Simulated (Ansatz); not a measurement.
## PbF2: density-of-states calculation

PbF2 (Fm-3m, 3 atoms in the cell), computed with DFT PBE, spin-orbit coupling, plane waves, PAW (Ansatz 0.2.0).

Figures and captions count atoms from 1; the log counts them from 0 in places.

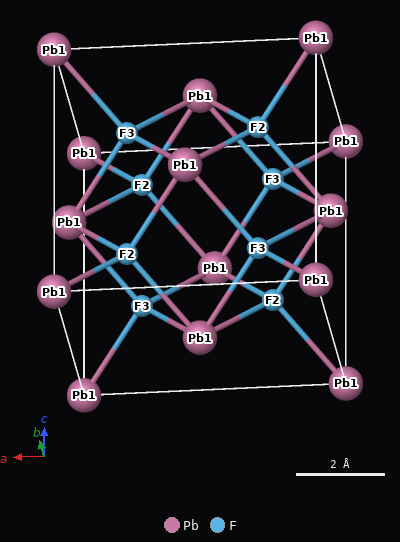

Fig. 1: The input geometry (ball-and-stick view of the cell 4 times as large as that of the calculation, set on its symmetry axes, seen at an oblique angle; atoms are numbered from 1 in the order of the input). An atom can appear more than once, as a periodic image.

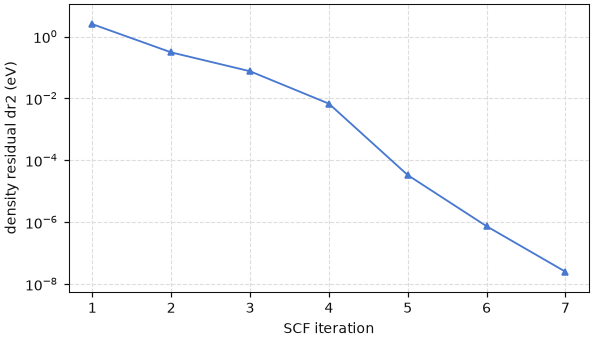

Fig. 2: Convergence of the self-consistent field: density residual dr2 against the SCF iteration. The residual falls at every step.

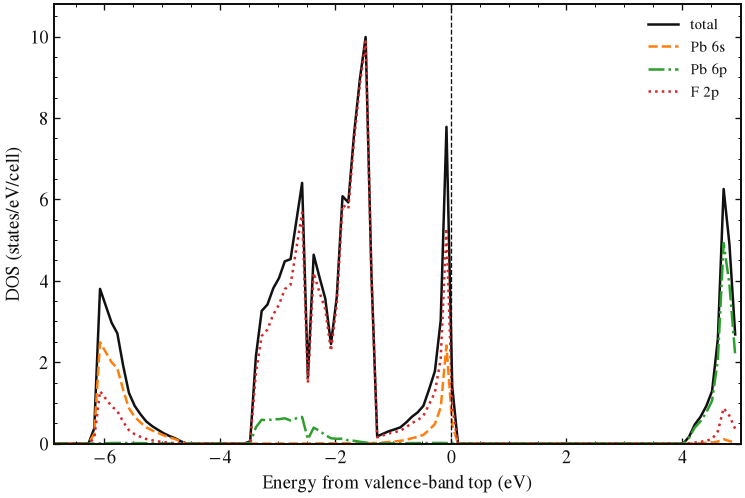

Fig. 3: Density of states (projected on Löwdin-orthogonalised atomic shells), with energies from the valence-band top. There is a gap of 4.04 eV on the k-point mesh.

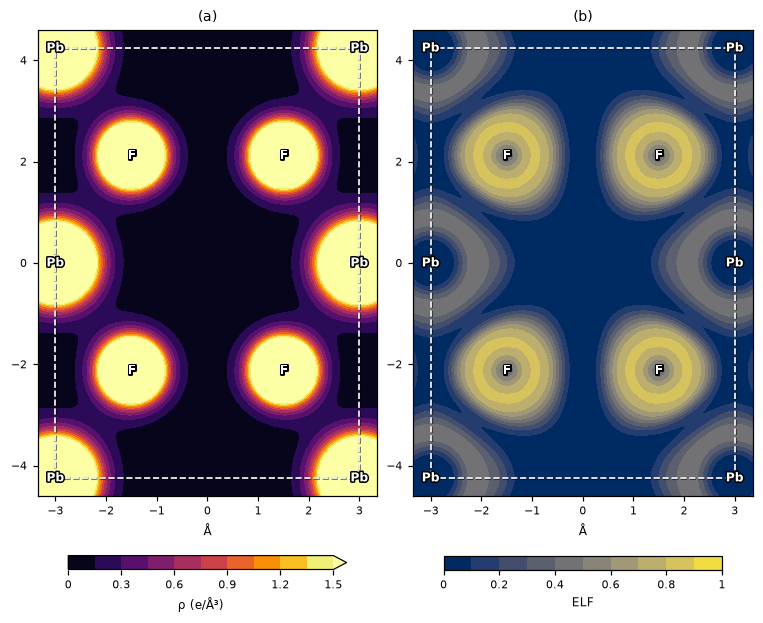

Fig. 4: (a) valence electron density; (b) electron localisation function on the (101) plane of the conventional cell. Away from the nuclei the density in this plane falls to 0.003 e/Å³ at its lowest. Core electrons are frozen (PAW), so the fields are smoothed inside the atomic spheres.

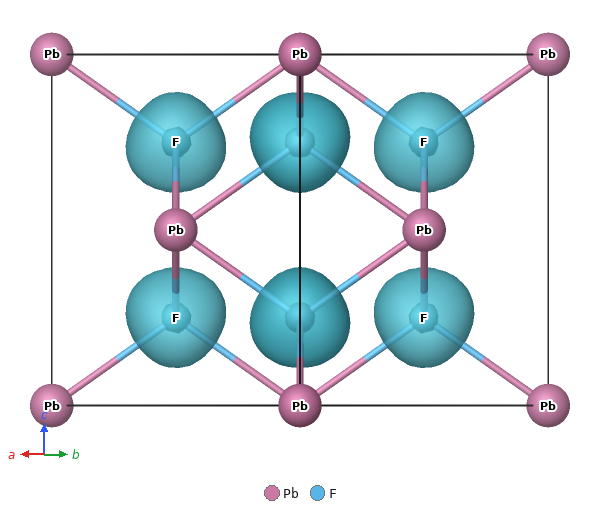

Fig. 5: Isosurface of the electron localisation function at 0.65 (cyan), seen along [110]. Core shells and regions of very low density are left out. Sticks mark near contacts. The outline is the cell set on symmetry axes.

The input that produced these results follows, with the program's output.

The input
```yaml
crystal:
  lattice:
    - [0.0, 3.0003645022, 3.0003645022]
    - [3.0003645022, 0.0, 3.0003645022]
    - [3.0003645022, 3.0003645022, 0.0]
  atoms:
    - { symbol: Pb, position: [0.0, 0.0, 0.0] }
    - { symbol: F, position: [0.25, 0.25, 0.25] }
    - { symbol: F, position: [0.75, 0.75, 0.75] }
basis:
  ecutwfc: 420
  ecutrho_ratio: 4
kpoints:
  mp_grid: { grid: [10, 10, 10] }
hamiltonian:
  xc: pbe
scf:
  occupations: { method: gaussian, width: 0.05 }
output:
  forces: true
  stress: true
  eigenvalues: true
  populations: true
  dos: { projected: true, de: 0.02 }
  write_density: true
  write_potential: true
  elf: true
  volumetric_format: npy
magnetization:
  noncollinear: true
  spin_orbit: true
```

Launched with:
```bash
ansatz run input.yaml --threads 4 --pin off --max-ram 7168MiB --backend cpu --events-out ev --progress --plain --runs-dir out
```

The program's output
```
Engine: ansatz 0.2.0, x86_64-unknown-linux-gnu
Pseudopotentials: kind: paw_fr
Pseudopotential: Pb, paw_fr, valence charge 14, recommended cutoff 420 eV (normal), Pb.paw.azcp#standard-fr
Pseudopotential: F, paw_fr, valence charge 7, recommended cutoff 420 eV (normal), F.paw.azcp#standard-fr
Functional definition: PBE
  parameter kappa = 0.804
  parameter beta = 0.06672455060314922
  exchange = pbe_x(kappa = kappa, mu = beta*pi^2/3)
  correlation = pbe_c(beta = beta)
non-collinear run that drives no moment, with spin-orbit: no starting moment large enough to seed its density (crystal.atoms[].spin), no starting occupations that ask for one, no magnetisation constraint and no magnetic field, so the semilocal B_xc is pinned to zero
Crystal: 3 atoms, lattice volume = 54.020 Å³
Basis set: ecut = 420 eV, 1067 PW (Γ), exchange–correlation on 60×60×60 points (8 copies of the dense FFT grid, shifted against one another)
Bands: 36, of which v1, the nominal top of the filled ones, is band 28 counted from 1 (27 counted from 0)
Symmetry: 48 space group operations + 48 with time reversal
Magnetic group: BNS 225.117 (UNI 1619), of the structure as read, at distance tolerance 3.8e-5 Å
k-points: 47 of 1000
Projection manifold: j_resolved (fully-relativistic pseudo-atomic orbitals)
Non-local potential: Pb, projectors of the file, l = 0: 2, l = 1: 4, l = 2: 4, l = 3: 4
Non-local potential: F, projectors of the file, l = 0: 2, l = 1: 4, l = 2: 2
PAW form: soft (Blöchl's): semilocal exchange-correlation on the pseudo side does not see the compensation charge
PAW one-centre angular grid: Pb, 590 points (default); XC on 96 Gauss nodes
PAW one-centre angular grid: F, 110 points (default); XC on 64 Gauss nodes
Initial density: superposition of atomic densities (chi_scale 0.1, normalization cell, long waves kept (reshape's long-wave potential 0.01 eV rms))
Initial wavefunctions: pseudopotential atomic-orbital guess
Functional: x = pbe(κ = 0.804, μ = 0.2195149727645171), c = pbe(β = 0.06672455060314922)
SCF iter   1: F=—  HF=-13563.759998 eV  |F-HF|=—  |Δ(HF+E_count)|=         —  Δρ=7.41e-2  dr2=2.51e0  dr2_m=0.00e0 (ungated)  ethr=3.10e-3  |M|=0.00e0 ∫|m|=0.00e0 μB  |m|>n=0.0e0 m-floor=0.0e0 τ_xc=0.0e0  β_m=0.30  ⟨swp⟩=9.5  Hψ=4556  notcnv=0  defer=24
preconditioner: auto → none  [insulator: Δε(μ)=3.066 eV  Ē_g=17.085 eV  σ=0.050 eV  W_gap=1.00  n_scr=14 (ndim 8)  ℏωp=26.7 eV  f_vac=0.069  D(μ)=0.00/eV (n_scr^D=0)  ε∞_Penn≈3.4]
SCF iter   2: F=—  HF=-13563.049000 eV  |F-HF|=—  |Δ(HF+E_count)|=   7.11e-1  Δρ=2.28e-2  dr2=3.07e-1  dr2_m=0.00e0 (ungated)  ethr=3.10e-3  |M|=0.00e0 ∫|m|=0.00e0 μB  |m|>n=0.0e0 m-floor=0.0e0 τ_xc=0.0e0  β_m=0.33  ⟨swp⟩=3.0  Hψ=1938  notcnv=0  defer=96
SCF iter   3: F=—  HF=-13563.007239 eV  |F-HF|=—  |Δ(HF+E_count)|=   4.18e-2  Δρ=1.34e-2  dr2=7.54e-2  dr2_m=0.00e0 (ungated)  ethr=1.10e-3  |M|=0.00e0 ∫|m|=0.00e0 μB  |m|>n=0.0e0 m-floor=0.0e0 τ_xc=0.0e0  β_m=0.47  ⟨swp⟩=3.5  Hψ=1774  notcnv=0  defer=98
SCF iter   4: F=—  HF=-13563.033648 eV  |F-HF|=—  |Δ(HF+E_count)|=   2.64e-2  Δρ=4.97e-3  dr2=6.76e-3  dr2_m=0.00e0 (ungated)  ethr=2.69e-4  |M|=0.00e0 ∫|m|=0.00e0 μB  |m|>n=0.0e0 m-floor=0.0e0 τ_xc=0.0e0  β_m=0.65  ⟨swp⟩=3.0  Hψ=1639  notcnv=0  defer=98
SCF iter   5: F=—  HF=-13563.039364 eV  |F-HF|=—  |Δ(HF+E_count)|=   5.72e-3  Δρ=2.85e-4  dr2=3.32e-5  dr2_m=0.00e0 (ungated)  ethr=2.42e-5  |M|=0.00e0 ∫|m|=0.00e0 μB  |m|>n=0.0e0 m-floor=0.0e0 τ_xc=0.0e0  β_m=0.69  ⟨swp⟩=2.0  Hψ=1265  notcnv=0  defer=98
SCF iter   6: F=—  HF=-13563.039358 eV  |F-HF|=—  |Δ(HF+E_count)|=   6.09e-6  Δρ=5.04e-5  dr2=7.40e-7  dr2_m=0.00e0 (ungated)  ethr=1.19e-7  |M|=0.00e0 ∫|m|=0.00e0 μB  |m|>n=0.0e0 m-floor=0.0e0 τ_xc=0.0e0  β_m=0.82  ⟨swp⟩=2.0  Hψ=1442  notcnv=0  defer=98
SCF iter   7: F=-13563.039358 eV  HF=-13563.039358 eV  |F-HF|=1.81e-8  |Δ(HF+E_count)|=   2.44e-7  Δρ=6.78e-6  dr2=2.50e-8  dr2_m=0.00e0 (ungated)  ethr=3.57e-10  |M|=0.00e0 ∫|m|=0.00e0 μB  |m|>n=0.0e0 m-floor=0.0e0 τ_xc=0.0e0  ⟨swp⟩=16.5  Hψ=6834  notcnv=0
SCF 1 converged in 7 iterations: F = -13563.039358 eV  dr2 = 2.50e-8
  greatest PAW one-centre occupation: 0.983 electrons in one spin orbital (limit 2), on the Pb atom at site 0 (counted from 0), in its partial waves of l = 2
SCF converged after 7 iterations
Magnetization: |M| = 0.0000 μB,  M = (+0.0000, +0.0000, +0.0000) μB
Absolute magnetization: 0.0000 μB (∫|m|)
  site 0: m = (+0.0000, +0.0000, +0.0000) μB, |m| = 0.0000 μB  (R = 1.07 Å)
  site 1: m = (+0.0000, +0.0000, +0.0000) μB, |m| = 0.0000 μB  (R = 1.07 Å)
  site 2: m = (+0.0000, +0.0000, +0.0000) μB, |m| = 0.0000 μB  (R = 1.07 Å)
Free energy (F): -13563.039358 eV
Harris-Foulkes:  -13563.039358 eV  (|F-HF|=1.81e-8)
Internal energy: -13563.039358 eV  (E = F + TS)
E sigma→0 (E₀):  -13563.039358 eV
Fermi energy:    6.470910 eV
--- Per-component energies (eV) ---
  E_band       = -134.504753
  E_kinetic    = 697.649505
  E_local      = -2293.007312  (includes V_loc(G=0)·N_el)
  E_nonlocal   = 497.332004
  E_hartree    = 879.901959
  E_xc         = -381.401597
  E_vxc        = -337.888566  (∫ρ·V_xc dr)
  E_paw        = -10840.905590  (= ΣΔE_a)
  E_vpaw       = -458.402605  (= ΣTr[D̂ρ^β])
  E_aug_tail   = 0.004116  (compensation charges beyond the density's cutoff)
  E_ewald      = -2122.612443
  E_smearing   = -0.000000  (= −TS)
  E_closure    = 0.000000  (closes the sum)
  Σ components = -13563.039358   (vs F -13563.039358, Δ=0.00e0)
--- Forces (eV/Å), atoms counted from 1 ---
  atom   1  Pb     0.00000000     0.00000000     0.00000000
  atom   2  F      0.00000000     0.00000000    -0.00000000
  atom   3  F     -0.00000000    -0.00000000    -0.00000000
  max |Σ_I F_I| component: 2.78e-17 eV/Å
--- Stress (GPa, compression-positive) ---
       -0.092206      -0.000000       0.000000
        0.000000      -0.092206      -0.000000
       -0.000000      -0.000000      -0.092206
  P = ⅓ Tr σ = -0.0922 GPa (-0.922 kbar)
--- Band table (eV; the first three rows and the last of 47) ---
  k-point 0: bands = ["-16.3848", "-16.3848", "-15.8324", "-15.8324", "-11.3938", "-11.3938", "-11.3938", "-11.3938", "-8.8607", "-8.8607", "-8.8229", "-8.8229", "-8.8229", "-8.8229", "-0.1241", "-0.1241", "2.1888", "2.1888", "2.1896", "2.1896", "2.1896", "2.1896", "2.5498", "2.5498", "2.7096", "2.7096", "2.7096", "2.7096", "9.4507", "9.4507", "11.8567", "11.8567", "11.8567", "11.8567", "15.0345", "15.0345"]
  k-point 1: bands = ["-16.3676", "-16.3676", "-15.8482", "-15.8482", "-11.3933", "-11.3933", "-11.3853", "-11.3853", "-8.8525", "-8.8525", "-8.8193", "-8.8193", "-8.8179", "-8.8179", "-0.2759", "-0.2759", "2.0944", "2.0944", "2.1623", "2.1623", "2.1769", "2.1769", "2.5854", "2.5854", "2.6903", "2.6903", "2.9261", "2.9261", "9.4315", "9.4315", "11.5778", "11.5778", "11.9349", "11.9349", "15.6379", "15.6379"]
  k-point 2: bands = ["-16.3201", "-16.3201", "-15.8913", "-15.8913", "-11.3921", "-11.3921", "-11.3637", "-11.3637", "-8.8430", "-8.8430", "-8.8100", "-8.8100", "-8.7931", "-8.7931", "-0.6094", "-0.6094", "1.9502", "1.9502", "2.0949", "2.0949", "2.1445", "2.1445", "2.5726", "2.5726", "2.6388", "2.6388", "3.4223", "3.4223", "9.3407", "9.3407", "11.2472", "11.2472", "12.1418", "12.1418", "16.7476", "16.7476"]
  k-point 46: bands = ["-16.1049", "-16.1049", "-16.0750", "-16.0750", "-11.3545", "-11.3545", "-11.3160", "-11.3160", "-8.7971", "-8.7971", "-8.7596", "-8.7596", "-8.7212", "-8.7212", "-1.6724", "-1.6724", "1.0053", "1.0053", "1.7154", "1.7154", "2.2897", "2.2897", "3.0116", "3.0116", "3.1159", "3.1159", "4.4439", "4.4439", "9.2885", "9.2885", "11.0455", "11.0455", "12.0766", "12.0766", "14.5213", "14.5213"]
--- Löwdin populations: 3 sites ---
  site symbol       q [e]
     0     Pb     12.8471
     1      F      7.5383
     2      F      7.5383
  spilling = 0.002726 (of n_electrons = 28.000000)
```

Key numbers

```tsv
quantity	value
outcome	converged
space group (tolerance 0.01 Å)	Fm-3m (225)
electrons treated	28
free energy	−13563.0394 eV
Fermi energy	6.471 eV
gap on the k-point mesh	4.04 eV
net moment of the cell	0.00 μB
integrated absolute moment	0.00 μB
pressure	−0.09 GPa
largest force (length of the vector)	under 0.001 eV/Å
hardware	4 threads of AMD EPYC (Zen 5), 32 GiB of memory available, shared host
wall time	2.3 s (CPU time 8.3 s)
peak memory	0.64 GiB
```
